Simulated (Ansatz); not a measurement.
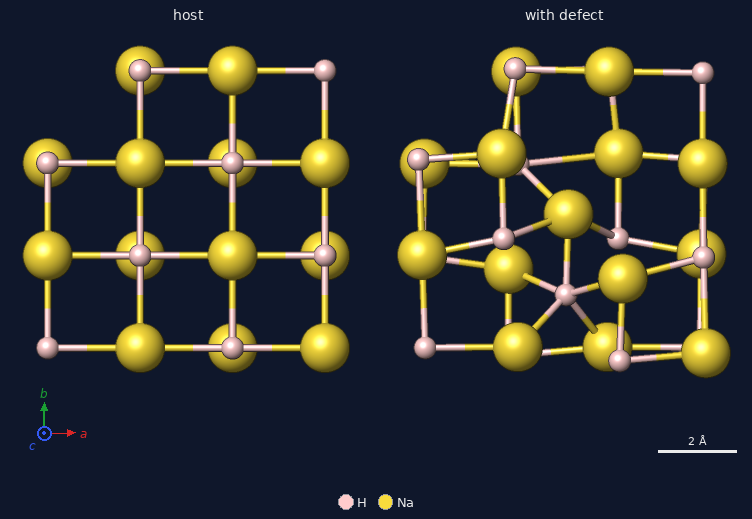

Left: perfect NaH. Right: the same region with a pair of point defects, after relaxing the atoms in a supercell of 64 sites. The picture is a ball-and-stick view of the atoms within 5.4 Å of one point, in a slice 5.0 Å thick across the line of sight, seen along the c axis.

All numbers below come from DFT, PBEsol, PAW, plane waves (Ansatz). (plane-wave cutoff 420 eV; k-point mesh 1 × 1 × 1; mesh shifted by (0.25, 0.25, 0.25); collinear spin) Fermi-Dirac smearing of 0.01 eV. The axes drawn are those of the host's conventional cell.

> What kind of defect was made?

A hydrogen atom is replaced by sodium and an extra hydrogen atom is put between the host's atoms (an interstitial), the two sites 4.0 Å apart.

The charge state of the cell is 0.

> What does the relaxation do around it?

In the host the H atom has 6 Na at 2.40 Å; the Na atom ends with 4 H at 2.09 to 2.25 Å. The H atom starts with 4 Na at 2.07 to 2.08 Å, 4 H at 2.07 to 2.08 Å around its place and ends with 5 Na at 2.09 to 2.21 Å. Of the host's atoms, a sodium atom moves furthest from its site, by 0.79 Å. The Na atom itself moves 1.99 Å from where it was put. The H atom itself moves 0.26 Å from where it was put. The cell's net moment is 1.00 μB.
